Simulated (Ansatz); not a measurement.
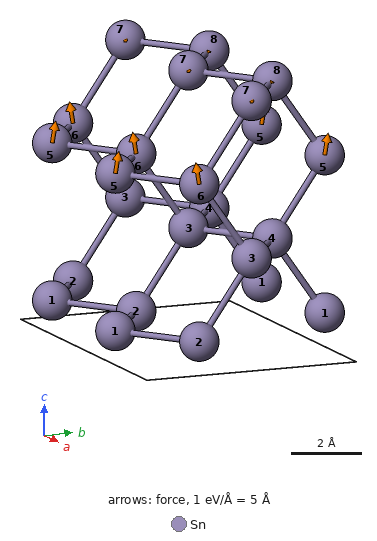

Starting geometry of a slab of composition Sn (cut from the Fd-3m phase) with the computed forces as orange arrows. Style: ball-and-stick. Shown: the 2 × 1 repeat of the cell, outlined in the plane, without the vacuum, slightly off an axis.

Case: clean slab, lower half held. The slab is the (1 1 0) face of Sn. 4 atoms are held fixed.

These are results of Ansatz, DFT PBEsol, scalar-relativistic, plane waves, PAW, not measurements.

The input:
```yaml
crystal:
  lattice:
    - [4.6255804189, 0.0, 0.0]
    - [0.0, 6.5415585623, 0.0]
    - [0.0, 0.0, 23.9383706284]
  atoms:
    - { symbol: Sn, position: [0.5, 0.0, 0.3550784693] }
    - { symbol: Sn, position: [0.0, 0.25, 0.3550784693] }
    - { symbol: Sn, position: [0.0, 0.5, 0.4516928231] }
    - { symbol: Sn, position: [0.5, 0.75, 0.4516928231] }
    - { symbol: Sn, position: [0.5, 0.0, 0.5483071769] }
    - { symbol: Sn, position: [0.0, 0.25, 0.5483071769] }
    - { symbol: Sn, position: [0.0, 0.5, 0.6449215307] }
    - { symbol: Sn, position: [0.5, 0.75, 0.6449215307] }
basis:
  ecutwfc: 420
kpoints:
  mp_grid: { grid: [6, 5, 1] }
hamiltonian:
  xc: pbesol
scf:
  occupations: { method: gaussian, width: 0.1 }
output:
  forces: true
  eigenvalues: true
relax:
  adjacent_minimum: "off"
  f_tol: 0.03
  max_steps: 70
  constraints: [{ sites: [0, 1, 2, 3] }]
efield:
  axis: 3
  dipole_correction: true
  ramp_width: 0.04
```

Command:
```bash
ansatz run input.yaml --threads 2 --pin off --max-ram 5120MiB --backend cpu --events-out ev --progress --plain --runs-dir out
```

> Is this structure relaxed? If not, where do the atoms go?

It isn't relaxed: the largest force vector, on Sn atoms, is 0.13 eV/Å. The final displacements follow the starting forces only in part (cosine between the two patterns 0.65). The largest moves, 0.045 Å, are those of Sn5 and Sn6. Sn6 goes along the normal (+c). The lattice vectors keep their values. Some distances before and after: Sn3–Sn6 2.833 → 2.866 Å, Sn5–Sn6 2.833 → 2.839 Å. Over 2 geometry steps the energy falls by 5.2 meV per cell of the calculation. Largest force component: 0.13 eV/Å at the start, 0.0022 eV/Å at the end.
